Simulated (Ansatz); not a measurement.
Geometry relaxation of FeNi (part 2 of 2)

FeNi (2 atoms in the cell); DFT PBEsol, scalar-relativistic, plane waves, PAW, spin-polarised (Ansatz 0.2.0); cutoff 420 eV, 16×16×12 k-mesh, Gaussian smearing of 0.1 eV, collinear spins. The structure derives from a Materials Project entry.

Geometry of the input (Å; fractional positions):
```
2.5122  0.0000  0.0000
0.0000  2.5122  0.0000
0.0000  0.0000  3.5308
Fe 0.0000  0.0000  0.0000
Ni 0.5000  0.5000  0.5000
```

What the program printed, continued
```
SCF iter   1: F=—  HF=-10253.936535 eV  |F-HF|=—  |Δ(HF+E_count)|=         —  Δρ=1.17e-4 (↑6.69e-5 ↓1.17e-4)  dr2=8.73e-7  dr2_m=1.35e-6  M=3.153 μB ∫|m|=3.392 μB  β_m=0.65  ethr=2.61e-9  ⟨swp⟩=3.0  Hψ=78259  notcnv=0
preconditioner: auto → none  [metal: Δε(μ)=0.006 eV  Ē_g=9.645 eV  σ=0.100 eV  W_gap=0.03  n_scr=2 (ndim 8)  ℏωp=34.0 eV  f_vac=0.000  D(μ)=1.42/eV (n_scr^D=14)]
SCF iter   2: F=—  HF=-10253.936535 eV  |F-HF|=—  |Δ(HF+E_count)|=   3.35e-7  Δρ=8.69e-5 (↑8.69e-5 ↓5.39e-5)  dr2=1.67e-6  dr2_m=3.57e-7  M=3.153 μB ∫|m|=3.392 μB  β_m=0.47  ethr=2.57e-9  ⟨swp⟩=2.0  Hψ=25200  notcnv=0
SCF iter   3: F=—  HF=-10253.936535 eV  |F-HF|=—  |Δ(HF+E_count)|=   1.97e-7  Δρ=5.94e-5 (↑3.32e-5 ↓5.94e-5)  dr2=7.01e-7  dr2_m=1.82e-7  M=3.153 μB ∫|m|=3.392 μB  β_m=0.44  ethr=2.57e-9  ⟨swp⟩=2.0  Hψ=25231  notcnv=0
SCF iter   4: F=—  HF=-10253.936535 eV  |F-HF|=—  |Δ(HF+E_count)|=   1.84e-7  Δρ=7.27e-6 (↑3.43e-6 ↓7.27e-6)  dr2=1.07e-8  dr2_m=1.73e-9  M=3.153 μB ∫|m|=3.392 μB  β_m=0.42  ethr=2.06e-9  ⟨swp⟩=2.0  Hψ=19207  notcnv=0
SCF iter   5: F=—  HF=-10253.936535 eV  |F-HF|=—  |Δ(HF+E_count)|=   2.16e-8  Δρ=1.58e-5 (↑8.47e-6 ↓1.58e-5)  dr2=7.69e-8  dr2_m=7.18e-9  M=3.153 μB ∫|m|=3.392 μB  β_m=0.53  ethr=3.14e-11  ⟨swp⟩=2.0  Hψ=22280  notcnv=0
SCF iter   6: F=-10253.936535 eV  HF=-10253.936535 eV  |F-HF|=3.27e-8  |Δ(HF+E_count)|=   4.55e-9  Δρ=1.12e-5 (↑4.67e-6 ↓1.12e-5)  dr2=3.81e-8  dr2_m=3.24e-9  M=3.153 μB ∫|m|=3.391 μB  ethr=3.14e-11  ⟨swp⟩=2.0  Hψ=42091  notcnv=0
SCF 5 converged in 6 iterations: F = -10253.936535 eV  dr2 = 3.81e-8
relax step   5: F+E_penalty+E_count = -10253.93653491 eV  Δ(F+E_penalty+E_count) = -5.607e-6 eV  max|allowed force component| = 1.775e-30 eV/Å  Δτ_max = 0.0000 Å  P = +0.001 GPa  Ω = 21.522 Å³  energy of the carried Pulay correction = +3.945e-4 eV  (6 SCF iters, dr2 threshold 6.54e-8 eV, accepted)
Initial wavefunctions: pseudopotential atomic-orbital guess (no wavefunctions were taken with the density)
iter 1 solved again at ethr=2.22e-9 eV; its pass at ethr=3.10e-3 eV (dr2=7.54e-7 eV) is discarded
SCF iter   1: F=—  HF=-10253.936179 eV  |F-HF|=—  |Δ(HF+E_count)|=         —  Δρ=4.49e-5 (↑3.50e-5 ↓4.49e-5)  dr2=3.63e-7  dr2_m=2.21e-8  M=3.153 μB ∫|m|=3.391 μB  β_m=0.65  ethr=2.22e-9  ⟨swp⟩=3.9  Hψ=100466  notcnv=0
preconditioner: auto → none  [metal: Δε(μ)=0.006 eV  Ē_g=9.646 eV  σ=0.100 eV  W_gap=0.03  n_scr=2 (ndim 8)  ℏωp=34.0 eV  f_vac=0.000  D(μ)=1.42/eV (n_scr^D=14)]
SCF iter   2: F=—  HF=-10253.936179 eV  |F-HF|=—  |Δ(HF+E_count)|=   1.90e-7  Δρ=4.93e-5 (↑4.93e-5 ↓2.46e-5)  dr2=4.96e-7  dr2_m=1.11e-7  M=3.153 μB ∫|m|=3.391 μB  β_m=0.38  ethr=1.07e-9  ⟨swp⟩=2.0  Hψ=24609  notcnv=0
SCF iter   3: F=—  HF=-10253.936179 eV  |F-HF|=—  |Δ(HF+E_count)|=   1.40e-7  Δρ=1.53e-5 (↑1.03e-5 ↓1.53e-5)  dr2=1.26e-8  dr2_m=9.58e-9  M=3.153 μB ∫|m|=3.391 μB  β_m=0.48  ethr=1.07e-9  ⟨swp⟩=2.0  Hψ=21518  notcnv=0
SCF iter   4: F=—  HF=-10253.936179 eV  |F-HF|=—  |Δ(HF+E_count)|=   7.80e-8  Δρ=8.51e-6 (↑8.51e-6 ↓7.11e-6)  dr2=2.84e-8  dr2_m=3.81e-10  M=3.153 μB ∫|m|=3.391 μB  β_m=0.39  ethr=3.71e-11  ⟨swp⟩=2.0  Hψ=25272  notcnv=0
SCF iter   5: F=—  HF=-10253.936179 eV  |F-HF|=—  |Δ(HF+E_count)|=   3.78e-9  Δρ=2.61e-6 (↑1.27e-6 ↓2.61e-6)  dr2=1.50e-9  dr2_m=3.96e-10  M=3.153 μB ∫|m|=3.391 μB  β_m=0.66  ethr=3.71e-11  ⟨swp⟩=2.0  Hψ=23577  notcnv=0
SCF iter   6: F=—  HF=-10253.936179 eV  |F-HF|=—  |Δ(HF+E_count)|=   1.51e-8  Δρ=1.96e-6 (↑1.19e-6 ↓1.96e-6)  dr2=6.39e-10  dr2_m=3.87e-10  M=3.153 μB ∫|m|=3.391 μB  β_m=0.83  ethr=4.40e-12  ⟨swp⟩=2.0  Hψ=21115  notcnv=0
SCF iter   7: F=—  HF=-10253.936179 eV  |F-HF|=—  |Δ(HF+E_count)|=   4.75e-9  Δρ=1.32e-6 (↑1.32e-6 ↓8.52e-7)  dr2=4.34e-11  dr2_m=2.17e-10  M=3.153 μB ∫|m|=3.391 μB  β_m=0.91  ethr=1.88e-12  ⟨swp⟩=2.0  Hψ=24586  notcnv=0
SCF iter   8: F=—  HF=-10253.936179 eV  |F-HF|=—  |Δ(HF+E_count)|=  5.91e-10  Δρ=5.72e-7 (↑5.72e-7 ↓3.50e-7)  dr2=1.06e-10  dr2_m=4.04e-12  M=3.153 μB ∫|m|=3.391 μB  β_m=0.94  ethr=1.00e-12  ⟨swp⟩=2.0  Hψ=22060  notcnv=0
SCF iter   9: F=—  HF=-10253.936179 eV  |F-HF|=—  |Δ(HF+E_count)|=  5.28e-11  Δρ=1.48e-7 (↑1.35e-7 ↓1.48e-7)  dr2=9.30e-12  dr2_m=4.33e-13  M=3.153 μB ∫|m|=3.391 μB  β_m=0.97  ethr=1.00e-12  ⟨swp⟩=2.0  Hψ=17826  notcnv=0
SCF iter  10: F=—  HF=-10253.936179 eV  |F-HF|=—  |Δ(HF+E_count)|=  5.46e-12  Δρ=2.53e-7 (↑9.05e-8 ↓2.53e-7)  dr2=2.11e-11  dr2_m=1.39e-12  M=3.153 μB ∫|m|=3.391 μB  β_m=0.98  ethr=1.00e-12  ⟨swp⟩=1.0  Hψ=14490  notcnv=0
SCF iter  11: F=-10253.936179 eV  HF=-10253.936179 eV  |F-HF|=0.00e0  |Δ(HF+E_count)|=  1.82e-12  Δρ=4.64e-8 (↑2.45e-8 ↓4.64e-8)  dr2=6.85e-13  dr2_m=3.91e-14  M=3.153 μB ∫|m|=3.391 μB  ethr=1.00e-12  ⟨swp⟩=3.1  Hψ=53098  notcnv=0
SCF 6 converged in 11 iterations: F = -10253.936179 eV  dr2 = 6.85e-13
relax step   6: F+E_penalty+E_count = -10253.93617944 eV  Δ(F+E_penalty+E_count) = +3.555e-4 eV  max|allowed force component| = 1.479e-30 eV/Å  Δτ_max = 0.0000 Å  P = -0.001 GPa  Ω = 21.522 Å³  stress off target by 2.96e-3 GPa  SCF on the basis re-selected at this cell (its energy is not comparable with the rows above)  (11 SCF iters)
```

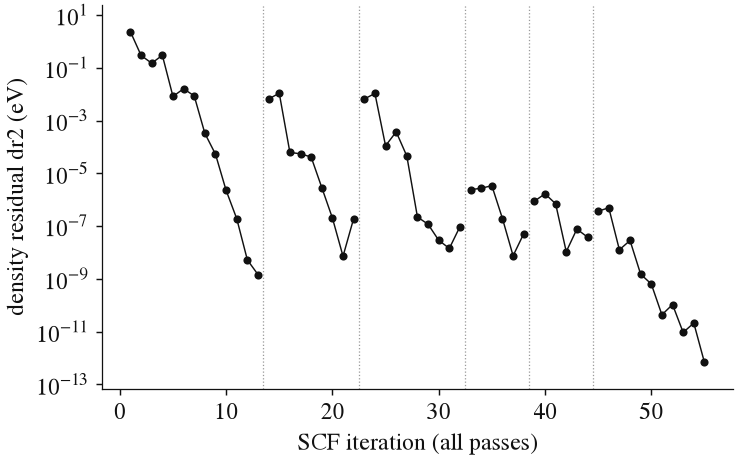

*Convergence of the self-consistent field: density residual dr2 against the SCF iteration. The dotted lines part the SCF passes of the relaxation: geometry steps, rejected trials and re-solves on a re-selected basis.*

The 6 passes take 6 to 13 iterations each, 55 in all.

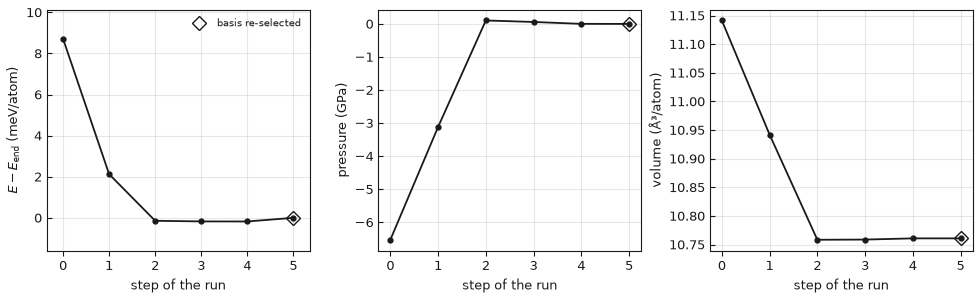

*Progress of the relaxation, step by step (the first geometry is step 0 here and step 1 in the log).*

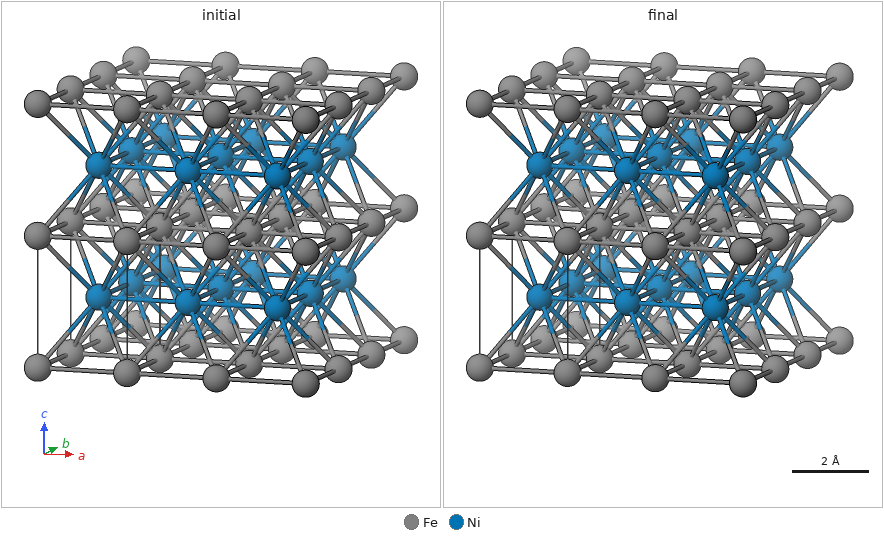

*Before (left) and after (right) the relaxation, at one scale (ball-and-stick view of the cell of the calculation, repeated 3 × 3 × 2, seen slightly off an axis).*

The atoms keep their places relative to the cell (all moves are under 0.005 Å). The drawn cell changes as follows: a = b 2.512 → 2.468 Å (−1.8 %), c 3.531 → 3.533 Å (+0.1 %); the volume changes by −3.4 %. Distances before and after: Fe1–Fe1 2.512 → 2.468 Å, Ni2–Ni2 2.512 → 2.468 Å, Fe1–Ni2 2.504 → 2.483 Å. The space group stays P4/mmm (No. 123). The energy falls by 8.9 meV per atom in 4 geometry steps. All forces vanish by symmetry, so only the cell relaxes. Pressure: −6.53 GPa at the start and 0.00 GPa at the end. A last SCF at the same geometry on a re-selected plane-wave basis shifts the energy by +0.2 meV per atom. (Atoms are counted from 1 in the order of the input.)

```
basis re-selected at this cell: Δ(F+E_penalty+E_count) = +3.555e-4 eV, ΔP = -0.002 GPa vs the last step (what re-selecting the basis moved, of the pressure what is left beyond the Pulay correction that the steps carried, after the strain that the cell walked since its last selection, with what the two solves' SCF thresholds leave and, on support functions, any second-order correction that the steps lacked; it is no measure of the basis error at this ecutwfc). This SCF's stress stands 2.96e-3 GPa from its target on what of the cell is left free (relax.cell.stress_tol is 5.00e-2 GPa) and its largest allowed force component is 1.48e-30 eV/Å (relax.f_tol is 5.00e-3 eV/Å): within both
SCF converged after 11 iterations
Magnetization: 3.1532 μB (18.5766 up, 15.4234 down)
Absolute magnetization: 3.3920 μB (∫|ρ↑−ρ↓|, with the PAW one-centre terms)
Spin contamination: 0.0665 ħ² per cell (⟨S²⟩ above its minimum at these occupations)
Per-site moments (μB) at R_I (Å): [(2.5362850464934756, 1.018109319663146), (0.6797930790558747, 1.018109319663146)]
Free energy (F): -10253.936179 eV
Harris-Foulkes:  -10253.936179 eV  (|F-HF|=0.00e0)
Internal energy: -10253.929092 eV  (E = F + TS)
E sigma→0 (E₀):  -10253.932636 eV
Entropy (-TS):   -0.007088 eV (-3.544 meV/atom)
Fermi energy:    19.078130 eV
--- Per-component energies (eV) ---
  E_band       = -474.734304
  E_kinetic    = 634.000603
  E_local      = -5434.544860  (includes V_loc(G=0)·N_el)
  E_nonlocal   = 855.427478
  E_hartree    = 2275.351562
  E_xc         = -202.312342
  E_vxc        = -261.708955  (∫ρ·V_xc dr)
  E_paw        = -2928.793729  (= ΣΔE_a)
  E_vpaw       = -818.612966  (= ΣTr[D̂ρ^β])
  E_aug_tail   = 0.001341  (compensation charges beyond the density's cutoff)
  E_ewald      = -5453.435635
  E_core_change = 0.376491  (= ΣΔE_core)
  E_smearing   = -0.007088  (= −TS)
  E_closure    = -0.000000  (closes the sum)
  Σ components = -10253.936179   (vs F -10253.936179, Δ=0.00e0)
--- Forces (eV/Å), atoms counted from 1 ---
  atom   1  Fe    -0.00000000     0.00000000     0.00000000
  atom   2  Ni    -0.00000000     0.00000000     0.00000000
  max |Σ_I F_I| component: 3.75e-30 eV/Å
--- Stress (GPa, compression-positive) ---
       -0.002956      -0.000000       0.000000
       -0.000000      -0.002956       0.000000
        0.000000       0.000000       0.002915
  P = ⅓ Tr σ = -0.0010 GPa (-0.010 kbar)
--- Band table (eV; the first three rows and the last of 630) ---
  k-point 0 ↑: bands = ["-84.4173", "-69.0158", "-44.9642", "-44.8620", "-44.8620", "-35.3030", "-34.9817", "-34.9817", "9.8355", "13.7348", "14.4539", "16.4302", "16.4852", "16.4852", "17.5209", "17.7314", "18.5232", "18.7614", "18.7614", "21.2492", "28.5509", "34.0830", "34.0830"]
  k-point 1 ↑: bands = ["-84.4173", "-69.0158", "-44.9642", "-44.8620", "-44.8620", "-35.3036", "-34.9818", "-34.9818", "9.9274", "13.7502", "14.4844", "16.3929", "16.5145", "16.5145", "17.4855", "17.7443", "18.5094", "18.7085", "18.7085", "20.8042", "29.1351", "34.2289", "34.2289"]
  k-point 2 ↑: bands = ["-84.4173", "-69.0158", "-44.9641", "-44.8619", "-44.8619", "-35.3052", "-34.9819", "-34.9819", "10.2001", "13.7828", "14.5741", "16.2845", "16.6017", "16.6017", "17.3837", "17.7821", "18.4689", "18.5578", "18.5578", "19.7839", "30.5789", "34.6571", "34.6571"]
  k-point 314 ↓: bands = ["-83.4836", "-66.0152", "-44.1029", "-44.1029", "-44.0472", "-32.4233", "-32.4233", "-32.2907", "15.5059", "16.3018", "16.4493", "16.4493", "17.3958", "17.3958", "18.2454", "19.4818", "20.2743", "21.6691", "27.6926", "27.6926", "27.7385", "27.7385", "29.6028"]
--- Relaxed structure (5 steps of the walk, 5 accepted, 1 SCFs on fresh bases) ---
  F+E_penalty+E_count = -10253.93617944 eV   max|allowed force component| = 1.479e-30 eV/Å   (the final SCF, on the basis selected at the relaxed cell)
  cell:  # Å, volume = 21.5217 Å³
    - [2.4681438052439906, -3.2238089841392064e-35, 1.2734045487349866e-33]
    - [-3.2238089841392064e-35, 2.4681438052439906, -4.513332577794889e-34]
    - [1.789714539240362e-33, -6.34329203781394e-34, 3.5329343525002335]
  atoms:
    - { symbol: Fe, position: [5.792498990272926e-34, -2.1056316153763273e-36, 0.0] }
    - { symbol: Ni, position: [0.5, 0.5, 0.5] }
--- Löwdin populations: 2 sites ---
  site symbol       q [e]    m [muB]
     0     Fe     15.7924     2.5909
     1     Ni     17.7569     0.6634
  spilling = 0.013257 (of n_electrons = 34.000000)
```

File populations.tsv
```
# site	symbol	l	j	q_up	q_dn
# orbitals = lowdin
# n_electrons = 34.000000
# spilling = 0.013257
0	Fe	0_3S	-	0.993141	0.993629
0	Fe	0_4S	-	0.464081	0.484928
0	Fe	1_3P	-	2.998480	2.998033
0	Fe	2_3D	-	4.735936	2.124181
1	Ni	0_3S	-	0.997466	0.997467
1	Ni	0_4S	-	0.451067	0.493940
1	Ni	1_3P	-	2.998955	2.998744
1	Ni	2_3D	-	4.762653	4.056559
```

Trajectory as extended XYZ (Å, eV, eV/Å), 6 frames, from step=1 to step=6
```
2
Lattice="2.5122 0.0000 0.0000 0.0000 2.5122 0.0000 0.0000 0.0000 3.5308" Properties=species:S:1:pos:R:3:forces:R:3 step=1 energy=-10253.91875 pressure_GPa=-6.53
Fe    0.0000    0.0000    0.0000    0.0000   0.0000   0.0000
Ni    1.2561    1.2561    1.7654    0.0000   0.0000   0.0000
2
Lattice="2.4925 0.0000 0.0000 0.0000 2.4925 0.0000 0.0000 0.0000 3.5226" Properties=species:S:1:pos:R:3:forces:R:3 step=2 energy=-10253.93193 pressure_GPa=-3.12
Fe    0.0000    0.0000    0.0000    0.0000   0.0000   0.0000
Ni    1.2462    1.2462    1.7613    0.0000   0.0000   0.0000
2
Lattice="2.4705 0.0000 0.0000 0.0000 2.4705 0.0000 0.0000 0.0000 3.5255" Properties=species:S:1:pos:R:3:forces:R:3 step=3 energy=-10253.93647 pressure_GPa=0.10
Fe    0.0000    0.0000    0.0000    0.0000   0.0000   0.0000
Ni    1.2352    1.2352    1.7627    0.0000   0.0000   0.0000
2
Lattice="2.4688 0.0000 0.0000 0.0000 2.4688 0.0000 0.0000 0.0000 3.5304" Properties=species:S:1:pos:R:3:forces:R:3 step=4 energy=-10253.93653 pressure_GPa=0.06
Fe    0.0000    0.0000    0.0000    0.0000   0.0000   0.0000
Ni    1.2344    1.2344    1.7652    0.0000   0.0000   0.0000
2
Lattice="2.4681 0.0000 0.0000 0.0000 2.4681 0.0000 0.0000 0.0000 3.5329" Properties=species:S:1:pos:R:3:forces:R:3 step=5 energy=-10253.93654 pressure_GPa=0.00
Fe    0.0000    0.0000    0.0000    0.0000   0.0000   0.0000
Ni    1.2341    1.2341    1.7665    0.0000   0.0000   0.0000
2
Lattice="2.4681 0.0000 0.0000 0.0000 2.4681 0.0000 0.0000 0.0000 3.5329" Properties=species:S:1:pos:R:3:forces:R:3 step=6 energy=-10253.93618 pressure_GPa=-0.00
Fe    0.0000    0.0000    0.0000    0.0000   0.0000   0.0000
Ni    1.2341    1.2341    1.7665    0.0000   0.0000   0.0000
```

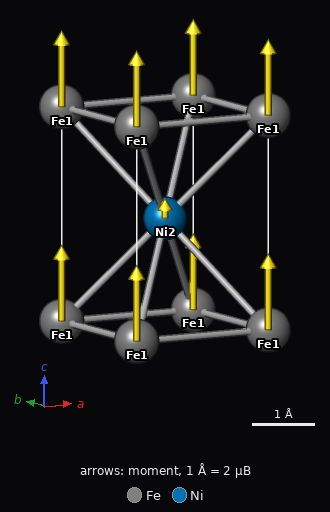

*Magnetic moments of the sites as yellow arrows (ball-and-stick view of the cell of the calculation, seen at an oblique angle; atoms are numbered from 1 in the order of the input); small moments hardly show. The run is collinear, so the axis drawn is arbitrary.*

Site moments: Fe1 (2.54 μB); Ni2 (0.68 μB). They are counted near the atoms and needn't add up to the moment of the cell.
